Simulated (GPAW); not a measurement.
**GaP (F-43m): refractive index against wavelength**

The refractive index of GaP (F-43m) below the direct gap (1.69 eV on the mesh) is read from one computed spectrum, n = √(Re ε).

Symmetry: F-43m, No. 216, cubic system. The conventional cell has a = 5.451 Å, b = 5.451 Å, c = 5.451 Å, α = 90.00°, β = 90.00°, γ = 90.00°. Ga on site a is surrounded by 4 P at 2.36 Å. P on site c is surrounded by 4 Ga at 2.36 Å.

Method: GPAW 26.7.0, LDA, RPA, k-mesh 11×11×11, local fields up to 50 eV, Lorentzian half width 0.15 eV.

Launch of the response step: `OMP_NUM_THREADS=1 python df.py`. The run took 28 s, its band step included, on 1 thread of Arm Neoverse V1, on a shared host.

| wavelength (nm) | photon energy E (eV) | n |
| --- | --- | --- |
| 3000 | 0.413 | 3.2473 |
| 2000 | 0.620 | 3.2704 |
| 1550 | 0.800 | 3.2994 |
| 1310 | 0.946 | 3.3303 |
| 1064 | 1.165 | ? |

In the single-oscillator model n² − 1 = E₀E_d/(E₀² − E²), so 1/(n² − 1) = E₀/E_d − E²/(E₀E_d) is linear in E².

Working, on the rows shown:

| x = E² (eV²) | y = 1/(n² − 1) |
| --- | --- |
| 0.170801 | 0.104767 |
| 0.384302 | 0.10314 |
| 0.639837 | 0.101153 |
| 0.895757 | 0.0990992 |

Means: x̄ = 0.52267, ȳ = 0.10204. Σ(x − x̄)(y − ȳ) = -0.002313, Σ(x − x̄)² = 0.2959. Slope = -0.002313 / 0.2959 = -0.007818; intercept = ȳ − slope · x̄ = 0.10613. Turned back into n, the line misses the rows shown by at most 0.00043.

Task: Fill in the last column of the withheld row.

Result: At x = 1.3578 the line gives y = 0.095511, that is 3.3867. The run gave 3.3917, so the extrapolation is off by 0.005, 3 % of the range in the table.

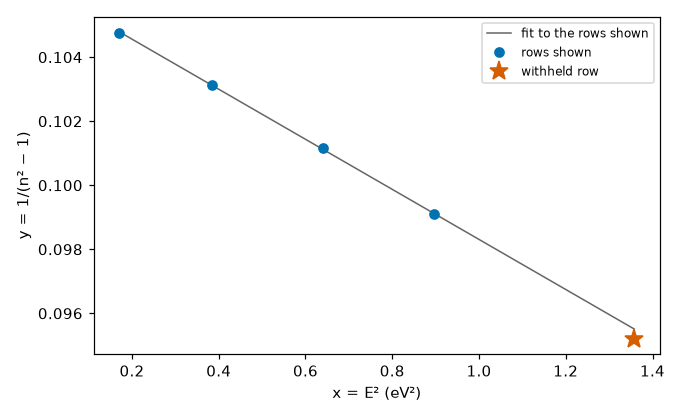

Refitted with all rows, the slope is -0.008057 and the intercept 0.10623. These give E₀ = √(intercept/−slope) = 3.63 eV and E_d = E₀/intercept = 34.2 eV; E₀ is 2.2 times the direct gap. The electronic limit at long wavelengths, without lattice vibrations, is n = √(1 + 1/intercept) = 3.227. Excitons are left out; LDA gaps are as a rule too small. The values come from a sum over the points of one k-mesh and carry its error, which grows as the direct gap shrinks. Spin-orbit coupling is left out.
